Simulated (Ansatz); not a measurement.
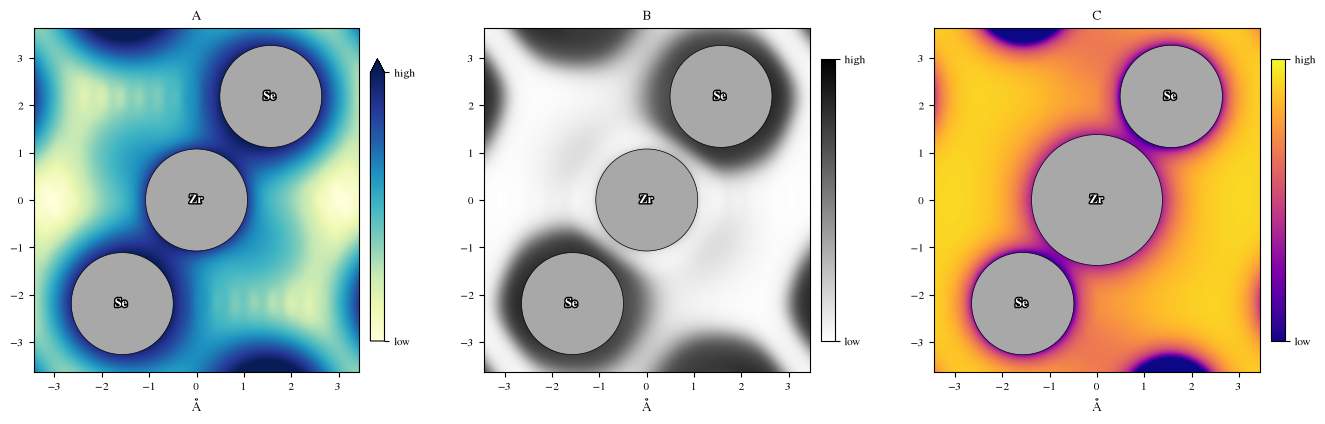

ZrSe$_{2}$: 3 fields on the (110) plane of the conventional cell, with unlabelled colour scales. Grey discs cover the atomic cores.

Space group P-3m1; started from the measured structure prototype, which need not be the ambient phase.

The calculation used Ansatz 0.2.0, DFT, PBE, plane waves, PAW.

Which field does each panel show? The fields are: electron localisation function, electrostatic potential energy of an electron and valence pseudo-density.

Answer. Panel A: valence pseudo-density. Panel B: electron localisation function. Panel C: electrostatic potential energy of an electron (low next to the atoms, rising into the space between them). From the grid: Zr–Se (2.69 Å): ρ at the midpoint is about 0.39 e/Å³; the ELF is about 0.45 at the midpoint.
